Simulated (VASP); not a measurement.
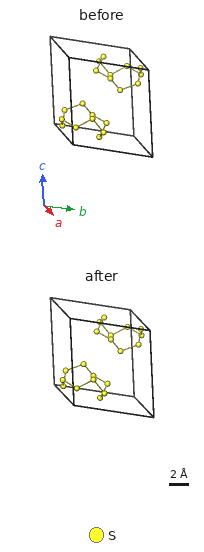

The structure of crystalline S (set up in C2/c) before (top) and after (bottom) a relaxation, at one scale.

A ball-and-stick model of the cell of the calculation, seen slightly off an axis.

The run lets cell and atoms move.

Method: Kohn-Sham DFT of a periodic cell, PBE, VASP PAW PBE potentials, recommended (VASP 6.6.1).

Input
```
SYSTEM = S
  PREC = Accurate
  ENCUT = 520
  EDIFF = 1E-7
  ISMEAR = 0
  SIGMA = 0.1
  LREAL = .False.
  LASPH = .True.
  NELM = 120
  ALGO = Normal
  ISIF = 3
  LWAVE = .False.
  LCHARG = .False.
  GGA = PE
  IBRION = 2
  NSW = 60
  EDIFFG = -0.005
  POTIM = 0.3
  KPAR = 8
```

Command:
```bash
cat potpaw_PBE.64/S/POTCAR > POTCAR
mpirun -np 8 vasp_std > vasp.out
```

Summarise the run.

The run was cut off at its time limit before the relaxation converged, so the last structure is only a point on the way. The largest moves relative to the cell, 0.060 Å, are those of S atoms. The drawn cell changes as follows: a = b 8.711 → 8.734 Å (+0.3 %), c 9.443 → 9.419 Å (−0.2 %), α 101.9° → 101.4°, β 101.9° → 101.4°, γ 78.5° → 77.3°; the volume changes by +0.2 %. The space group stays C2/c (No. 15). Over 37 geometry steps the energy falls by 1.6 meV per cell of the calculation. Largest force component: 0.0067 eV/Å at the start, 0.0072 eV/Å at the end. The pressure goes from −0.01 to 0.02 GPa. It ran on 8 threads of Intel(R) Xeon(R) 6975P-C (Granite Rapids) (shared host).
